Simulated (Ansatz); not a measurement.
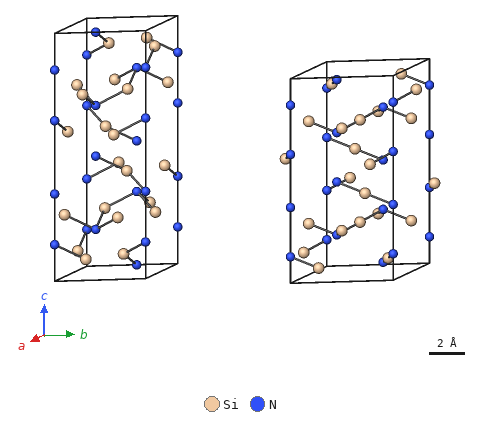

Two geometries of crystalline Si3N2 (built on the corundum_167 type) (coarse preliminary run), drawn at one scale. One is the start of a relaxation, the other its converged end. Style: ball-and-stick. Shown: the conventional cell (3 times the calculation's cell), slightly off an axis. Lengths and directions refer to the drawn axes.

Theory: Ansatz 0.2.0, DFT PBE, scalar-relativistic, plane waves, PAW. Set-up: plane-wave cutoff 420 eV; k-point mesh 6 × 6 × 6; occupations gaussian; smearing width 0.1 eV; no spin polarisation; cell and atoms relaxed; force threshold 0.04 eV/Å; at most 70 steps.

### Which geometry has the lower energy?

The right one is the relaxed one. Case: anti-corundum type (R-3c, No. 167). The largest moves relative to the cell, 1.17 Å, are those of Si atoms. By element the largest moves are Si 1.17 Å, N 0.22 Å. Cell: a = b 5.335 → 6.022 Å (+12.9 %), c 14.566 → 12.017 Å (−17.5 %). Volume +5.1 %. Near-neighbour distances that change, for instance: Si–Si 2.830 → 5.215 Å, N–Si 2.210 → 3.342 Å, Si–Si 2.937 → 4.012 Å, Si–Si 3.055 → 2.652 Å. Bond angles that change, for instance: N–Si–N 120.4° → 180.0°, Si–N–Si 101.2° → 111.2°. The space group (tolerance 0.01 Å) goes from R-3c (No. 167) to R-3m (No. 166). After 13 accepted moves (15 points after the start) the energy has fallen by 447 meV per atom. Largest force component: 0.86 eV/Å at the start, 0.0058 eV/Å at the end. Pressure: −1.02 GPa at the start and 0.02 GPa at the end. The SCF was repeated twice at an unchanged geometry on a basis and grid sized afresh for the cell, which shifted the energy by 12.8 meV per atom at most.
